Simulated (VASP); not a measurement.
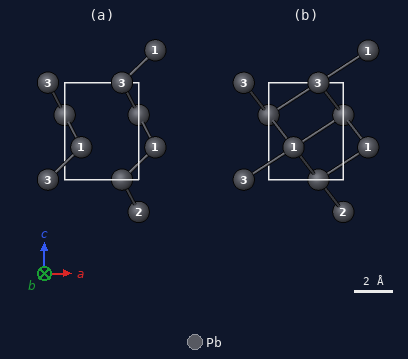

The structure of a crystal of Pb (a generated structure, set up in P3_121) before (left) and after (right) a relaxation, at one scale.

Style: ball-and-stick. Shown: the cell of the calculation, along the b axis.

The run lets cell and atoms move.

The calculation used VASP, Kohn-Sham DFT of a periodic cell, PBEsol, VASP PAW PBE potentials, recommended.

Input
```
ALGO = Fast ; EDIFF = 1E-6
EDIFFG = -0.04 ; ENCUT = 600
GGA = PS ; IBRION = 2
ISIF = 3 ; ISMEAR = 0
LASPH = True ; LCHARG = False
LREAL = False ; LWAVE = False
NELM = 100 ; NSW = 90
PREC = Accurate ; SIGMA = 0.1
```

Launched with:
```bash
cat potpaw_PBE.64/Pb_d/POTCAR > POTCAR
mpirun -np 1 vasp_std > vasp.out
```

Q: Summarise the run.

A: The largest moves relative to the cell, 0.50 Å, are those of Pb1, Pb2 and Pb3. Pb1 goes along +a. Cell: a = b 4.590 → 4.631 Å (+0.9 %), c 5.208 → 5.199 Å (−0.2 %). Volume +1.6 %. Near-neighbour distances that change, for instance: Pb1–Pb2 2.495 → 3.185 Å, Pb1–Pb2 (another image) 3.612 → 3.187 Å. Among the angles between lasting bonds that change: Pb2–Pb1–Pb3 103.1° → 86.8°. The space group (tolerance 0.01 Å) goes from P3_121 (No. 152) to R-3m (No. 166). The energy falls by 1155 meV per atom in 14 geometry steps. Largest force component: 6.7 eV/Å at the start, 0.0037 eV/Å at the end. Pressure: 19.01 GPa at the start and 0.00 GPa at the end.
